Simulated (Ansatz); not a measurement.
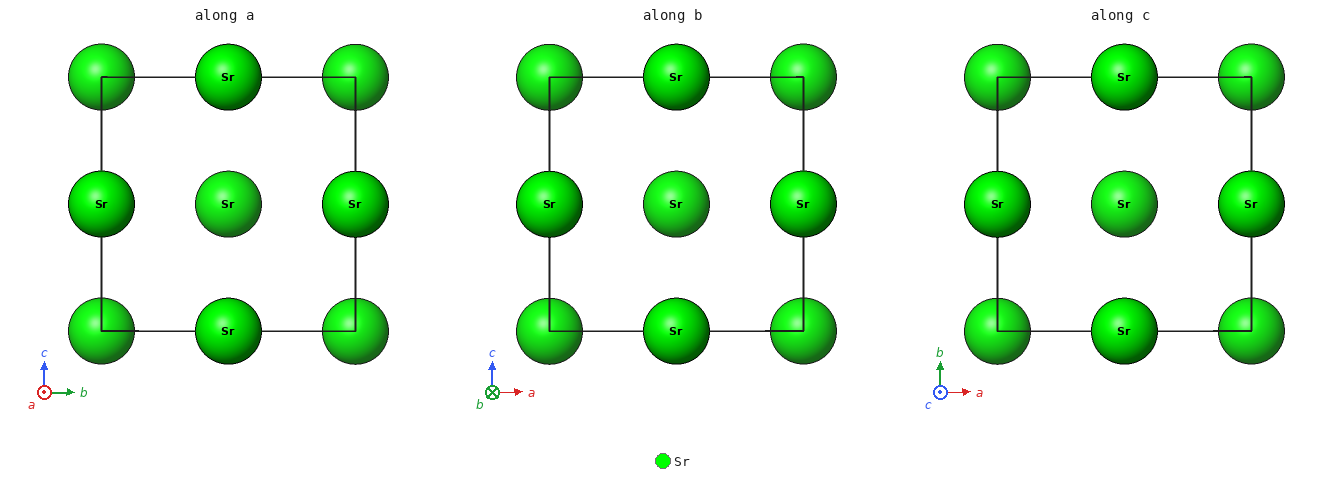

Spheres-only model, viewed along the a axis, along the b axis and along the c axis. The frame is the drawn cell (a repeat of the simulation cell); atoms at its boundary are shown with their periodic copies.

Lattice parameters: a = 6.028 Å, b = 6.028 Å, c = 6.028 Å, α = 90.06°, β = 89.94°, γ = 89.94°. Put a along x and b in the xy plane.

Q: Write down what is shown as a POSCAR file.

A:
```
Sr
1.0
     6.028    0.000    0.000
     0.006    6.028    0.000
     0.006   -0.006    6.028
Sr
4
Direct
  0.5000 0.0000 0.0000
  0.0000 0.0000 0.5000
  0.0000 0.5000 0.0000
  0.5000 0.5000 0.5000
```

It goes back to a structure type filled with this element by a generator (whether the element takes this form wasn't checked). This is the structure after a relaxation with DFT PBE, scalar-relativistic, plane waves, PAW in Ansatz 0.2.0.
